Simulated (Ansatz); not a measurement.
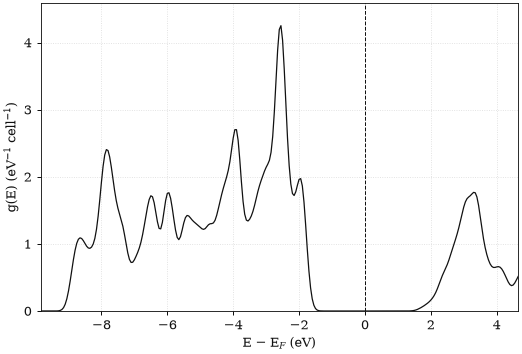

Density of states. Energies are counted from the Fermi level. The curve is built from the levels of the k mesh with Gaussians 0.3 eV wide, which also blur the band edges.

Input of the run:

```
crystal:
  lattice:
    - [1.3680186674, -5.4890516601, 0.0]
    - [1.3680186674, 5.4890516601, 0.0]
    - [0.0, 0.0, 2.7481311771]
  atoms:
    - { symbol: Al, position: [0.3417983732, 0.6582016268, 0.75] }
    - { symbol: Al, position: [0.6582016268, 0.3417983732, 0.25] }
    - { symbol: "N", position: [0.8482636532, 0.1517363468, 0.25] }
    - { symbol: "N", position: [0.1517363468, 0.8482636532, 0.75] }
kpoints:
  mp_grid: { grid: [10, 10, 10] }
  band_path:
    path:
      - [0.0, 0.0, 0.0]
      - [-0.5, 0.5, 0.0]
      - [-0.2655284969, 0.7344715031, 0.0]
      - [0.2655284969, 0.2655284969, 0.0]
      - [0.0, 0.0, 0.5]
      - [0.2655284969, 0.2655284969, 0.5]
      - [-0.2655284969, 0.7344715031, 0.5]
      - [-0.5, 0.5, 0.5]
      - [0.0, 0.5, 0.0]
    npoints: 1
hamiltonian:
  xc: r2scan
  dispersion: rvv10
scf:
  occupations: { method: fermi_dirac, width: 0.03 }
  n_extra_bands: 5
output:
  forces: true
  stress: true
  eigenvalues: true
  write_density: true
  write_potential: true
  elf: true
  volumetric_format: npy
```

Run as:
```bash
ansatz run input.yaml --threads 2 --pin off --max-ram 29491MiB --backend cpu --events-out ev --progress --plain --runs-dir out
```

### Is there a gap at the Fermi level, and how wide?

There is a gap; over the k points computed it is 3.35 eV (indirect; the smallest direct gap is 3.57 eV).

### Where is the tallest peak of the filled states in the window?

Within the window shown, the tallest peak of the filled states lies 0.9 eV under the valence-band top, at about 4.3 states per eV and cell.

### How wide is the upper valence band?

The upper group of valence states starts about 7.3 eV under the valence-band top (which lies at −1.7 eV on this axis), with a gap beneath it; it holds about 12 electrons a cell.
